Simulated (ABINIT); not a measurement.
# Geometry relaxation, with input and output: Re (part 3 of 3)

Re (2 atoms in the cell); Kohn-Sham DFT of a periodic cell, PBE with D3, Ansatz PAW PBE default generated set, frozen core, no spin polarisation (ABINIT 10.8.3); cutoff 419.06 eV, 11×11×6 k-mesh, fermi-dirac of 0.05 eV. The structure derives from an entry of the Crystallography Open Database.

Geometry of the input (Å; fractional positions):
```
2.7608  0.0000  0.0000
-1.3804  2.3909  0.0000
0.0000  0.0000  4.4582
Re 0.6667  0.3333  0.7500
Re 0.3333  0.6667  0.2500
```

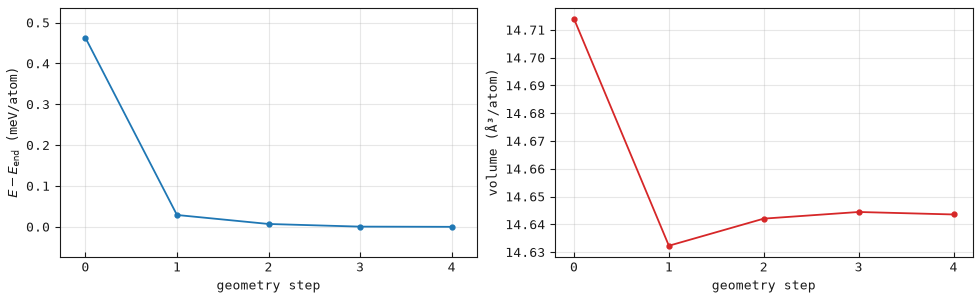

Fig. 1: Progress of the relaxation, step by step (steps are counted from 0). No atom moves by more than 0.005 Å relative to the cell. The volume changes by −0.5 %, with a = b 2.761 → 2.754 Å (−0.2 %), c 4.458 → 4.457 Å (0.0 %). Among the contacts that change: Re1–Re1 2.761 → 2.754 Å. The space group stays P6_3/mmc (No. 194). The energy falls by 0.5 meV per atom in 4 geometry steps. All forces vanish by symmetry, so only the cell relaxes. (Atoms are counted from 1 in the order of the input.)
